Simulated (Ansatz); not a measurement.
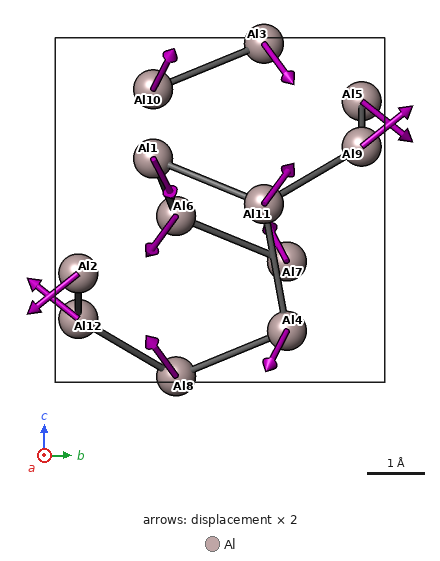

A relaxation of crystalline Al (a generated structure, set up in P6_522) (coarse preliminary run). The starting structure is drawn; purple arrows show the displacements (the part carried along by the change of the cell is left out), magnified 2 times.

Style: ball-and-stick. Shown: the cell of the calculation, along the a axis.

Method: DFT PBE, scalar-relativistic, plane waves, PAW (Ansatz 0.2.0). Set-up: plane-wave cutoff 420 eV; k-point mesh 3 × 3 × 4; occupations gaussian; smearing width 0.1 eV; no spin polarisation; cell and atoms relaxed; force threshold 0.04 eV/Å; at most 70 steps.

### Describe the change and its energy.

After 7 accepted moves (9 points after the start) the energy has fallen by 6.480 eV per cell of the calculation. The largest force component goes from 1.6 to 0.0038 eV/Å. The pressure goes from 16.51 to 0.03 GPa. At 2 points the geometry stayed and the basis and grid were re-selected for the new cell (energy shift of 60.1 meV per cell of the calculation at most each time). The largest moves relative to the cell, 0.59 Å, are those of 12 atoms (Al1, Al2, Al3, Al4 and others). Al1 goes along [−1 1 −2]. The volume changes by +16.6 %, with a = b 6.673 → 7.545 Å (+13.1 %), c 6.045 → 5.513 Å (−8.8 %). Among the contacts that change: Al1–Al8 3.906 → 2.756 Å, Al1–Al8 (another image) 2.366 → 2.756 Å, Al1–Al11 2.383 → 2.629 Å, Al1–Al5 2.466 → 2.624 Å. New bonds form: Al1–Al8 (3.91 → 2.76 Å), Al2–Al9 (3.91 → 2.76 Å), Al3–Al7 (3.91 → 2.76 Å), Al4–Al11 (3.91 → 2.76 Å). Bond angles that change, for instance: Al5–Al3–Al10 98.8° → 117.9°, Al7–Al3–Al10 108.4° → 90.0°, Al4–Al3–Al10 133.9° → 117.9°. The space group (tolerance 0.01 Å) goes from P6_522 (No. 179) to P6_422 (No. 181).
